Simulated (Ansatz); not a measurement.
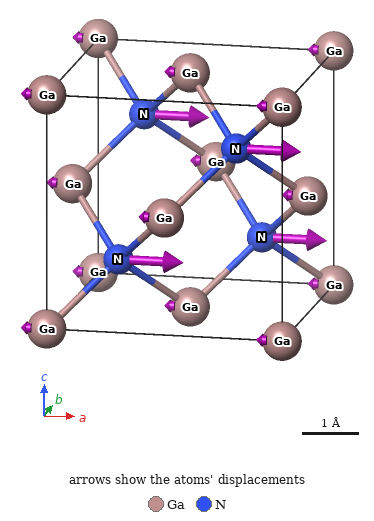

The lowest optical mode of crystalline GaN relaxed at 16 GPa, space group F-43m (No. 216), at the zone centre. Displacements are drawn as purple arrows; their common scale and sign are arbitrary. A ball-and-stick model of the conventional cell (4 times the calculation's cell), seen slightly off an axis. Lengths and directions refer to the drawn axes.

Method: Ansatz 0.2.0, DFT LDA, scalar-relativistic, plane waves, PAW. (plane-wave cutoff 420 eV; k-point mesh 10 × 10 × 10; occupations fixed; target pressure 16 GPa; no spin polarisation)

Frequencies are those without the non-analytic (LO–TO) term.

Question: Is this crystal at a minimum with respect to the drawn distortion?

Answer: Yes: this softest mode has a real frequency, and so have all others here. That speaks for this wave vector alone: the rest of the zone wasn't checked in this run. This is the T₂ mode (triply degenerate; one member of the set is drawn) at 612 cm⁻¹, the only optical level, infrared- and Raman-active by symmetry. The N sublattice moves against the Ga sublattice, along a; the kinetic energy is shared as N 83 %, Ga 17 %. Its infrared intensity is 40 (D/Å)²/amu for the set. The value is the transverse one; the longitudinal partner lies at 792 cm⁻¹.
